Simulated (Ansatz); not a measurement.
**Geometry relaxation, with input and output: TaN (part 3 of 3)**

Continued. System: TaN (slab, 24 atoms in the cell). Method: DFT PBE, scalar-relativistic, plane waves, PAW, no spin polarisation (Ansatz 0.2.0); cutoff 420 eV, 4×4×1 k-mesh, Gaussian smearing of 0.1 eV. The structure derives from an entry of the Crystallography Open Database. The input holds or restrains some coordinates. Forces given for the steps count only the free coordinates. It belongs to a series of runs on one base structure; here: clean slab, lower planes held.

Geometry of the input (Å; fractional positions):
```
6.2470  0.0000  0.0000
-3.1235  5.4100  0.0000
0.0000  0.0000  22.3758
Ta 0.1667  0.3333  0.3575
Ta 0.1667  0.8333  0.3575
Ta 0.6667  0.3333  0.3575
Ta 0.6667  0.8333  0.3575
N  0.3333  0.1667  0.4145
N  0.3333  0.6667  0.4145
N  0.8333  0.1667  0.4145
N  0.8333  0.6667  0.4145
Ta 0.5000  0.5000  0.4715
Ta 0.5000  0.0000  0.4715
Ta -0.0000  0.5000  0.4715
Ta 0.0000  0.0000  0.4715
N  0.6667  0.3333  0.5285
N  0.6667  0.8333  0.5285
N  0.1667  0.3333  0.5285
N  0.1667  0.8333  0.5285
Ta 0.8333  0.6667  0.5855
Ta 0.8333  0.1667  0.5855
Ta 0.3333  0.6667  0.5855
Ta 0.3333  0.1667  0.5855
N  -0.0000  0.5000  0.6425
N  0.0000  0.0000  0.6425
N  0.5000  0.5000  0.6425
N  0.5000  0.0000  0.6425
```

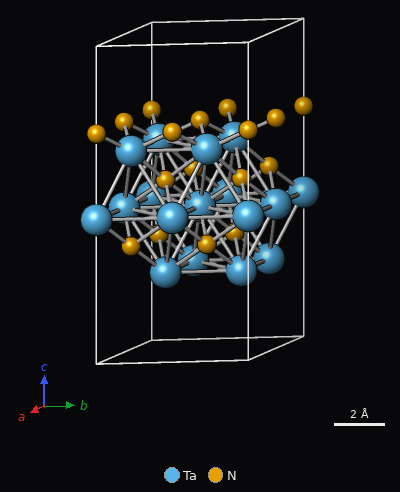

The geometry at step 3 of the log (ball-and-stick view of the cell of the calculation, with the vacuum cut short, seen slightly off an axis).

**Output, continued**
```
  k-point 2: bands = ["-65.6995", "-65.6995", "-65.6814", "-65.6814", "-65.6025", "-65.6025", "-65.5846", "-65.5846", "-64.9612", "-64.9612", "-64.9452", "-64.9452", "-32.5758", "-32.5758", "-32.4740", "-32.4740", "-32.4124", "-32.4124", "-32.3883", "-32.3883", "-32.3301", "-32.3301", "-32.2475", "-32.2475", "-32.2449", "-32.2449", "-32.1811", "-32.1811", "-32.1318", "-32.1318", "-32.1065", "-32.1065", "-32.0959", "-32.0959", "-31.9868", "-31.9868", "-31.6122", "-31.6122", "-31.5900", "-31.5900", "-31.5367", "-31.5367", "-31.3812", "-31.3812", "-31.3394", "-31.3394", "-31.1789", "-31.1789", "-13.4207", "-13.4207", "-12.8290", "-12.8290", "-12.7925", "-12.7925", "-12.5933", "-12.5933", "-11.1192", "-11.1192", "-10.7814", "-10.7814", "-4.5841", "-4.5841", "-4.4665", "-4.4665", "-3.8339", "-3.8339", "-3.7406", "-3.7406", "-3.2027", "-3.2027", "-3.1780", "-3.1780", "-2.9589", "-2.9589", "-2.7826", "-2.7826", "-2.7396", "-2.7396", "-2.4074", "-2.4074", "-2.3979", "-2.3979", "-1.7540", "-1.7540", "-1.7147", "-1.7147", "-1.2543", "-1.2543", "-0.2462", "-0.2462", "0.0908", "0.0908", "0.1422", "0.1422", "0.5046", "0.5046", "1.3817", "1.3817", "2.0356", "2.0356", "2.2499", "2.2499", "2.5604", "2.5604", "3.4300", "3.4300", "3.6864", "3.6864", "4.1206", "4.1206", "4.2821", "4.2821", "4.3642", "4.3642", "4.7227", "4.7227", "4.7250", "4.7250", "5.0162", "5.0162", "5.5366", "5.5366", "5.6355", "5.6355", "5.8333", "5.8333", "6.0500", "6.0500", "6.2177", "6.2177", "6.2856", "6.2856"]
  k-point 3: bands = ["-65.7033", "-65.6905", "-65.6905", "-65.6776", "-65.6062", "-65.5935", "-65.5935", "-65.5808", "-64.9645", "-64.9532", "-64.9532", "-64.9419", "-32.5815", "-32.5150", "-32.5150", "-32.4737", "-32.4205", "-32.4146", "-32.4146", "-32.4092", "-32.3226", "-32.3004", "-32.3004", "-32.2669", "-32.2009", "-32.2009", "-32.1948", "-32.1933", "-32.1200", "-32.1045", "-32.1025", "-32.1025", "-32.1016", "-32.0550", "-32.0550", "-31.9847", "-31.6166", "-31.6011", "-31.6011", "-31.5855", "-31.5432", "-31.4803", "-31.4803", "-31.3989", "-31.3192", "-31.2375", "-31.2375", "-31.1754", "-13.5779", "-13.0602", "-13.0602", "-12.8145", "-12.8054", "-12.7389", "-12.7389", "-12.4741", "-11.1608", "-10.9813", "-10.9813", "-10.6801", "-4.6589", "-4.4985", "-4.4388", "-4.4388", "-3.8389", "-3.8389", "-3.7989", "-3.7282", "-3.4217", "-3.3886", "-3.3886", "-2.9214", "-2.8706", "-2.8206", "-2.7808", "-2.7808", "-2.5260", "-2.4966", "-2.4014", "-2.3785", "-2.3785", "-2.1575", "-2.1575", "-1.8942", "-1.6466", "-1.5811", "-1.5811", "-1.4762", "-0.2173", "0.0097", "0.0097", "0.1400", "0.1847", "0.1847", "0.2337", "0.6032", "1.5096", "1.5096", "1.5882", "2.1402", "2.3139", "2.4571", "2.4571", "3.0676", "3.1593", "3.6322", "3.6322", "3.7379", "3.7793", "3.7793", "3.8404", "4.3082", "4.5711", "4.6506", "4.7793", "4.9368", "4.9368", "5.1691", "5.1691", "5.1702", "5.3422", "5.4051", "5.5259", "5.5830", "5.7062", "5.7062", "5.9170", "5.9854", "5.9854", "6.1308", "6.2489", "6.2489"]
--- Relaxed structure (5 steps of the walk, 5 accepted, 0 SCFs on fresh bases) ---
  F+E_penalty+E_count = -123807.37471319 eV   max|allowed force component| = 1.859e-3 eV/Å
  atoms:
    - { symbol: Ta, position: [0.16666666666666669, 0.3333333333333334, 0.3575294453] }
    - { symbol: Ta, position: [0.16666666666666663, 0.8333333333333334, 0.3575294453] }
    - { symbol: Ta, position: [0.6666666666666665, 0.3333333333333334, 0.3575294453] }
    - { symbol: Ta, position: [0.6666666666666665, 0.8333333333333334, 0.3575294453] }
    - { symbol: N, position: [0.33333333333333337, 0.16666666666666666, 0.4145176672] }
    - { symbol: N, position: [0.33333333333333337, 0.6666666666666666, 0.4145176672] }
    - { symbol: N, position: [0.8333333333333335, 0.16666666666666666, 0.4145176672] }
    - { symbol: N, position: [0.8333333333333335, 0.6666666666666666, 0.4145176672] }
    - { symbol: Ta, position: [0.5, 0.5, 0.4715058891] }
    - { symbol: Ta, position: [0.5, 0.0, 0.4715058891] }
    - { symbol: Ta, position: [0.0, 0.5, 0.4715058891] }
    - { symbol: Ta, position: [0.0, 0.0, 0.4715058891] }
    - { symbol: N, position: [0.6666666666666665, 0.3333333333333334, 0.528111258908995] }
    - { symbol: N, position: [0.6666666666666665, 0.8333333333333334, 0.528111258908995] }
    - { symbol: N, position: [0.16666666666666669, 0.3333333333333334, 0.528111258908995] }
    - { symbol: N, position: [0.16666666666666663, 0.8333333333333334, 0.528111258908995] }
    - { symbol: Ta, position: [0.8333333333333335, 0.6666666666666666, 0.5908693901417285] }
    - { symbol: Ta, position: [0.8333333333333335, 0.16666666666666666, 0.5908693901417285] }
    - { symbol: Ta, position: [0.33333333333333337, 0.6666666666666666, 0.5908693901417285] }
    - { symbol: Ta, position: [0.33333333333333337, 0.16666666666666666, 0.5908693901417285] }
    - { symbol: N, position: [0.0, 0.5, 0.6313009752056814] }
    - { symbol: N, position: [-5.128917272268567e-18, 1.355538376609968e-31, 0.6313009752056814] }
    - { symbol: N, position: [0.5, 0.5, 0.6313009752056814] }
    - { symbol: N, position: [0.5, 1.3628955567433577e-31, 0.6313009752056814] }
```

**Trajectory as extended XYZ (Å, eV, eV/Å), 5 frames, from step=1 to step=5**
```
24
Lattice="6.2470 0.0000 0.0000 -3.1235 5.4100 0.0000 0.0000 0.0000 22.3758" Properties=species:S:1:pos:R:3:forces:R:3 step=1 energy=-123803.43326
Ta    0.0000    1.8033    8.0000    0.0000   0.0000   0.4856
Ta   -1.5617    4.5084    8.0000    0.0000   0.0000   0.4856
Ta    3.1235    1.8033    8.0000    0.0000   0.0000   0.4856
Ta    1.5617    4.5084    8.0000    0.0000   0.0000   0.4856
N     1.5617    0.9017    9.2752    0.0000   0.0000  -0.7286
N     0.0000    3.6067    9.2752    0.0000   0.0000  -0.7286
N     4.6852    0.9017    9.2752    0.0000   0.0000  -0.7286
N     3.1235    3.6067    9.2752    0.0000   0.0000  -0.7286
Ta    1.5617    2.7050   10.5503    0.0000   0.0000   0.0505
Ta    3.1235    0.0000   10.5503    0.0000   0.0000   0.0505
Ta   -1.5617    2.7050   10.5503    0.0000   0.0000   0.0505
Ta    0.0000    0.0000   10.5503    0.0000   0.0000   0.0505
N     3.1235    1.8033   11.8255    0.0000   0.0000  -0.5510
N     1.5617    4.5084   11.8255    0.0000   0.0000  -0.5510
N     0.0000    1.8033   11.8255    0.0000   0.0000  -0.5510
N    -1.5617    4.5084   11.8255    0.0000   0.0000  -0.5510
Ta    3.1235    3.6067   13.1006    0.0000   0.0000   5.4355
Ta    4.6852    0.9017   13.1006    0.0000   0.0000   5.4355
Ta    0.0000    3.6067   13.1006    0.0000   0.0000   5.4355
Ta    1.5617    0.9017   13.1006    0.0000   0.0000   5.4355
N    -1.5617    2.7050   14.3758    0.0000   0.0000  -4.6922
N     0.0000    0.0000   14.3758    0.0000   0.0000  -4.6922
N     1.5617    2.7050   14.3758    0.0000   0.0000  -4.6922
N     3.1235    0.0000   14.3758    0.0000   0.0000  -4.6922
24
Lattice="6.2470 0.0000 0.0000 -3.1235 5.4100 0.0000 0.0000 0.0000 22.3758" Properties=species:S:1:pos:R:3:forces:R:3 step=2 energy=-123807.29932
Ta    0.0000    1.8033    8.0000    0.0000   0.0000   0.7330
Ta   -1.5617    4.5084    8.0000    0.0000   0.0000   0.7330
Ta    3.1235    1.8033    8.0000    0.0000   0.0000   0.7330
Ta    1.5617    4.5084    8.0000    0.0000   0.0000   0.7330
N     1.5617    0.9017    9.2752    0.0000   0.0000  -0.6688
N     0.0000    3.6067    9.2752    0.0000   0.0000  -0.6688
N     4.6852    0.9017    9.2752    0.0000   0.0000  -0.6688
N     3.1235    3.6067    9.2752    0.0000   0.0000  -0.6688
Ta    1.5617    2.7050   10.5503    0.0000   0.0000   0.2923
Ta    3.1235    0.0000   10.5503    0.0000   0.0000   0.2923
Ta   -1.5617    2.7050   10.5503    0.0000   0.0000   0.2923
Ta    0.0000    0.0000   10.5503    0.0000   0.0000   0.2923
N     3.1235    1.8033   11.8567    0.0000   0.0000  -0.3208
N     1.5617    4.5084   11.8567    0.0000   0.0000  -0.3208
N     0.0000    1.8033   11.8567    0.0000   0.0000  -0.3208
N    -1.5617    4.5084   11.8567    0.0000   0.0000  -0.3208
Ta    3.1235    3.6067   13.2374    0.0000   0.0000   0.5790
Ta    4.6852    0.9017   13.2374    0.0000   0.0000   0.5790
Ta    0.0000    3.6067   13.2374    0.0000   0.0000   0.5790
Ta    1.5617    0.9017   13.2374    0.0000   0.0000   0.5790
N    -1.5617    2.7050   14.1810    0.0000   0.0000  -0.6157
N     0.0000    0.0000   14.1810    0.0000   0.0000  -0.6157
N     1.5617    2.7050   14.1810    0.0000   0.0000  -0.6157
N     3.1235    0.0000   14.1810    0.0000   0.0000  -0.6157
24
Lattice="6.2470 0.0000 0.0000 -3.1235 5.4100 0.0000 0.0000 0.0000 22.3758" Properties=species:S:1:pos:R:3:forces:R:3 step=3 energy=-123807.36399
Ta    0.0000    1.8033    8.0000    0.0000   0.0000   0.6522
Ta   -1.5617    4.5084    8.0000    0.0000   0.0000   0.6522
Ta    3.1235    1.8033    8.0000    0.0000   0.0000   0.6522
Ta    1.5617    4.5084    8.0000    0.0000   0.0000   0.6522
N     1.5617    0.9017    9.2752    0.0000   0.0000  -0.7010
N     0.0000    3.6067    9.2752    0.0000   0.0000  -0.7010
N     4.6852    0.9017    9.2752    0.0000   0.0000  -0.7010
N     3.1235    3.6067    9.2752    0.0000   0.0000  -0.7010
Ta    1.5617    2.7050   10.5503    0.0000   0.0000  -0.0498
Ta    3.1235    0.0000   10.5503    0.0000   0.0000  -0.0498
Ta   -1.5617    2.7050   10.5503    0.0000   0.0000  -0.0498
Ta    0.0000    0.0000   10.5503    0.0000   0.0000  -0.0498
N     3.1235    1.8033   11.8178    0.0000   0.0000  -0.1283
N     1.5617    4.5084   11.8178    0.0000   0.0000  -0.1283
N     0.0000    1.8033   11.8178    0.0000   0.0000  -0.1283
N    -1.5617    4.5084   11.8178    0.0000   0.0000  -0.1283
Ta    3.1235    3.6067   13.1995    0.0000   0.0000   0.1167
Ta    4.6852    0.9017   13.1995    0.0000   0.0000   0.1167
Ta    0.0000    3.6067   13.1995    0.0000   0.0000   0.1167
Ta    1.5617    0.9017   13.1995    0.0000   0.0000   0.1167
N    -1.5617    2.7050   14.1006    0.0000   0.0000   0.1103
N     0.0000    0.0000   14.1006    0.0000   0.0000   0.1103
N     1.5617    2.7050   14.1006    0.0000   0.0000   0.1103
N     3.1235    0.0000   14.1006    0.0000   0.0000   0.1103
24
Lattice="6.2470 0.0000 0.0000 -3.1235 5.4100 0.0000 0.0000 0.0000 22.3758" Properties=species:S:1:pos:R:3:forces:R:3 step=4 energy=-123807.37322
Ta    0.0000    1.8033    8.0000    0.0000   0.0000   0.6833
Ta   -1.5617    4.5084    8.0000    0.0000   0.0000   0.6833
Ta    3.1235    1.8033    8.0000    0.0000   0.0000   0.6833
Ta    1.5617    4.5084    8.0000    0.0000   0.0000   0.6833
N     1.5617    0.9017    9.2752    0.0000   0.0000  -0.7119
N     0.0000    3.6067    9.2752    0.0000   0.0000  -0.7119
N     4.6852    0.9017    9.2752    0.0000   0.0000  -0.7119
N     3.1235    3.6067    9.2752    0.0000   0.0000  -0.7119
Ta    1.5617    2.7050   10.5503    0.0000   0.0000  -0.0631
Ta    3.1235    0.0000   10.5503    0.0000   0.0000  -0.0631
Ta   -1.5617    2.7050   10.5503    0.0000   0.0000  -0.0631
Ta    0.0000    0.0000   10.5503    0.0000   0.0000  -0.0631
N     3.1235    1.8033   11.8085    0.0000   0.0000   0.0660
N     1.5617    4.5084   11.8085    0.0000   0.0000   0.0660
N     0.0000    1.8033   11.8085    0.0000   0.0000   0.0660
N    -1.5617    4.5084   11.8085    0.0000   0.0000   0.0660
Ta    3.1235    3.6067   13.2140    0.0000   0.0000   0.0154
Ta    4.6852    0.9017   13.2140    0.0000   0.0000   0.0154
Ta    0.0000    3.6067   13.2140    0.0000   0.0000   0.0154
Ta    1.5617    0.9017   13.2140    0.0000   0.0000   0.0154
N    -1.5617    2.7050   14.1187    0.0000   0.0000   0.0104
N     0.0000    0.0000   14.1187    0.0000   0.0000   0.0104
N     1.5617    2.7050   14.1187    0.0000   0.0000   0.0104
N     3.1235    0.0000   14.1187    0.0000   0.0000   0.0104
24
Lattice="6.2470 0.0000 0.0000 -3.1235 5.4100 0.0000 0.0000 0.0000 22.3758" Properties=species:S:1:pos:R:3:forces:R:3 step=5 energy=-123807.37471
Ta    0.0000    1.8033    8.0000    0.0000   0.0000   0.7048
Ta   -1.5617    4.5084    8.0000    0.0000   0.0000   0.7048
Ta    3.1235    1.8033    8.0000    0.0000   0.0000   0.7048
Ta    1.5617    4.5084    8.0000    0.0000   0.0000   0.7048
N     1.5617    0.9017    9.2752    0.0000   0.0000  -0.7052
N     0.0000    3.6067    9.2752    0.0000   0.0000  -0.7052
N     4.6852    0.9017    9.2752    0.0000   0.0000  -0.7052
N     3.1235    3.6067    9.2752    0.0000   0.0000  -0.7052
Ta    1.5617    2.7050   10.5503    0.0000   0.0000  -0.0014
Ta    3.1235    0.0000   10.5503    0.0000   0.0000  -0.0014
Ta   -1.5617    2.7050   10.5503    0.0000   0.0000  -0.0014
Ta    0.0000    0.0000   10.5503    0.0000   0.0000  -0.0014
N     3.1235    1.8033   11.8169    0.0000   0.0000   0.0011
N     1.5617    4.5084   11.8169    0.0000   0.0000   0.0011
N     0.0000    1.8033   11.8169    0.0000   0.0000   0.0011
N    -1.5617    4.5084   11.8169    0.0000   0.0000   0.0011
Ta    3.1235    3.6067   13.2212    0.0000   0.0000  -0.0012
Ta    4.6852    0.9017   13.2212    0.0000   0.0000  -0.0012
Ta    0.0000    3.6067   13.2212    0.0000   0.0000  -0.0012
Ta    1.5617    0.9017   13.2212    0.0000   0.0000  -0.0012
N    -1.5617    2.7050   14.1259    0.0000   0.0000   0.0019
N     0.0000    0.0000   14.1259    0.0000   0.0000   0.0019
N     1.5617    2.7050   14.1259    0.0000   0.0000   0.0019
N     3.1235    0.0000   14.1259    0.0000   0.0000   0.0019
```

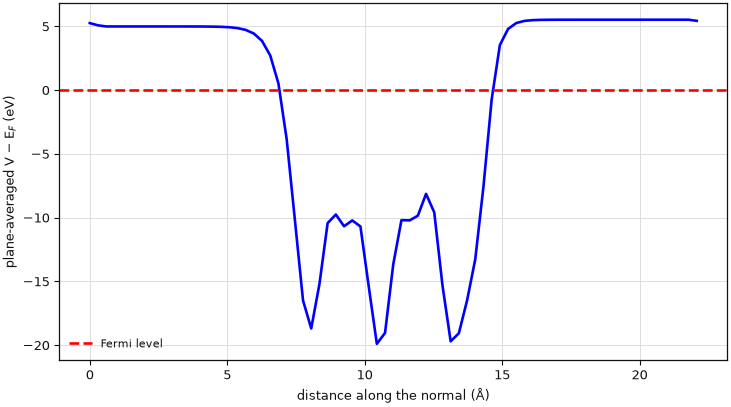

Plane average of the electrostatic potential energy of an electron across the cell, from the Fermi level. The vacuum level lies 5.53 eV above the Fermi level on the upper side and 5.00 eV on the lower.
